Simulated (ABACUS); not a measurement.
# A series of single points on BeTe

System: BeTe (F-43m, 2 atoms in the cell).
Method: Kohn-Sham DFT of a periodic cell, PBE, PseudoDojo NC SR 0.4.1 PBE standard, no spin polarisation (ABACUS 3.10.1).

The 7 runs differ only in the geometry, by an even scaling of the cell at fixed fractional positions. The structure derives from an entry of the Crystallography Open Database.

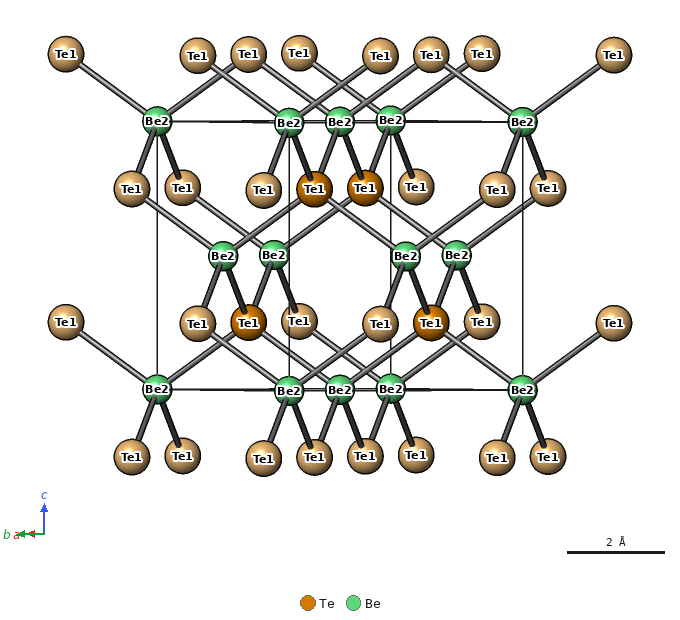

Figure 1. The structure of run 4 (ball-and-stick view of the cell 4 times as large as that of the calculation, set on its symmetry axes, seen at an oblique angle; neighbours outside the cell are drawn fainter; atoms are numbered from 1 in the order of the input).

## Input of run 4
```
INPUT_PARAMETERS
suffix              BeTe
calculation         scf
basis_type          pw
pseudo_dir          ./
symmetry            1
dft_functional      pbe
ecutwfc             89
pseudo_rcut         10
nspin               1
nbands              14
ks_solver           dav
smearing_method     fd
smearing_sigma      0.00367493
scf_thr             1e-08
scf_nmax            100
mixing_type         broyden
mixing_beta         0.7
cal_force           1
cal_stress          1
kpar                4
```

## File STRU of run 4
```
ATOMIC_SPECIES
Te 127.6000 Te.upf
Be 9.0122 Be.upf

LATTICE_CONSTANT
1.8897261246

LATTICE_VECTORS
0.0000000000 2.7700000000 2.7700000000
2.7700000000 0.0000000000 2.7700000000
2.7700000000 2.7700000000 0.0000000000

ATOMIC_POSITIONS
Direct

Te
0.0
1
0.7500000000 0.7500000000 0.7500000000 1 1 1

Be
0.0
1
0.0000000000 0.0000000000 0.0000000000 1 1 1
```

## File KPT of run 4
```
K_POINTS
0
Gamma
8 8 8 0 0 0
```

Command:
```bash
OMP_NUM_THREADS=1 mpirun -np 4 abacus > log
```

Run 6 differs from it as follows:
```diff
-0.0000000000 2.7700000000 2.7700000000
-2.7700000000 0.0000000000 2.7700000000
-2.7700000000 2.7700000000 0.0000000000
+0.0000000000 2.8064515486 2.8064515486
+2.8064515486 0.0000000000 2.8064515486
+2.8064515486 2.8064515486 0.0000000000
```

## Results, with one run withheld

```csv
run,volume per atom (Å³),"free energy per atom, from the lowest run given (meV)",pressure (GPa),gap on the mesh (eV)
1,19.979,74.57,9.60,1.70
2,20.404,51.59,7.72,1.76
3,20.829,33.37,6.01,1.81
4,21.254,19.48,4.46,1.87
5,21.679,9.52,3.05,1.92
6,22.104,?,?,?
7,22.529,0.00,0.59,2.01
```

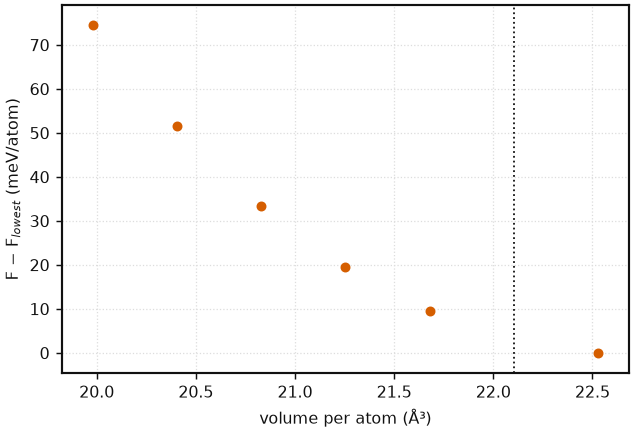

Figure 2. Free energy per atom of the runs given; the dotted line marks run 6.

Estimate the energy of run 6 from the others.

A cubic polynomial in V^(−2/3) (the Birch–Murnaghan form), fitted to the 6 runs given, misses them by under 0.01 meV per atom. With x = V^(−2/3) − 0.13102 Å⁻², it reads F = 24.481 + 7637.5 x + 5.8514e+05 x² + 10179 x³ (meV per atom). At run 6 it gives 3.13 meV per atom, and the run itself gives 3.13. The slope of the fit gives a pressure −dF/dV of 1.78 GPa there, and the run prints 1.76 GPa. The fit has no minimum inside this range. The gap on the mesh goes, without turning, from 1.70 eV in run 1 to 2.01 eV in run 7; run 6 has 1.96 eV. These are gaps of this functional on this mesh, which can miss the band edges; they aren't the measured gap.

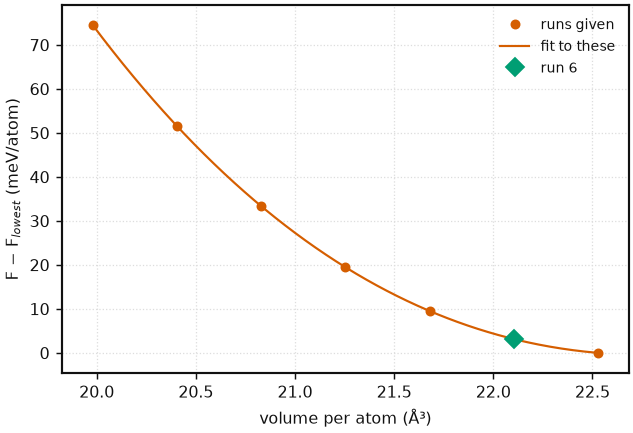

Figure 3. The fit and the withheld run.

## Some lines of the output (run 6)
```
[...]
                          Volume (Bohr^3) = 298.332
                             Volume (A^3) = 44.2081
 E_Fermi        0.6332061913         8.6152122109
 E_Fermi        0.6384053608         8.6859505402
 E_Fermi        0.6511501989         8.8593529587
 E_Fermi        0.6529506972         8.8838499945
 E_Fermi        0.6531381493         8.8864004122
 E_KS(sigma->0) -237.6802280991      -3233.8054040880
 E_Fermi        0.6531930950         8.8871479864
 final etot is -3233.8054041 eV
 EFERMI = 8.8871479864 eV
 TOTAL-PRESSURE: 17.612172 KBAR
 !FINAL_ETOT_IS -3233.8054040880479079 eV
```
